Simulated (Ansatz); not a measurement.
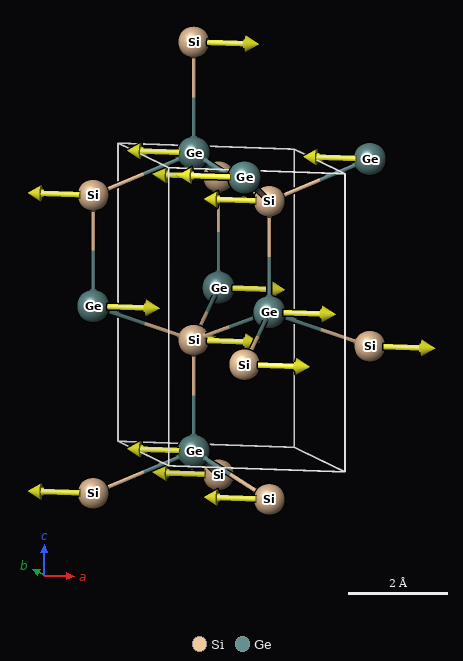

Phonons of a crystal of SiGe relaxed at 22 GPa, space group P6₃mc (No. 186), at the zone centre. The optical levels lie at 22i (×2), 265, 477 (×3), 481 (×2), 486 cm⁻¹. One mode is drawn. The yellow arrows are the displacements of the atoms (eigenvector over the root of the mass), of arbitrary overall length and sign. A ball-and-stick model of the cell of the calculation, seen slightly off an axis.

Level of theory: DFT PBEsol, scalar-relativistic, plane waves, PAW in Ansatz. Settings: plane-wave cutoff 420 eV; k-point mesh 12 × 12 × 8; occupations gaussian; smearing width 0.01 eV; target pressure 22 GPa; no spin polarisation.

**To which level does it belong?**

The level at 22i cm⁻¹. This is the E₂ mode (doubly degenerate; one member of the set is drawn), the lowest optical level, Raman-active by symmetry. All motion is along a; atoms of one kind move against one another, with no net shift of any sublattice; the Ge–Si bond lengths don't change to first order, so for these it is a bending, tilting or sliding motion; the kinetic energy is shared as Ge 73 %, Si 27 %. The frequency is imaginary, so the structure is unstable against this distortion. Freezing in the drawn pattern lowers the space group from P6₃mc to P2₁ (No. 4).
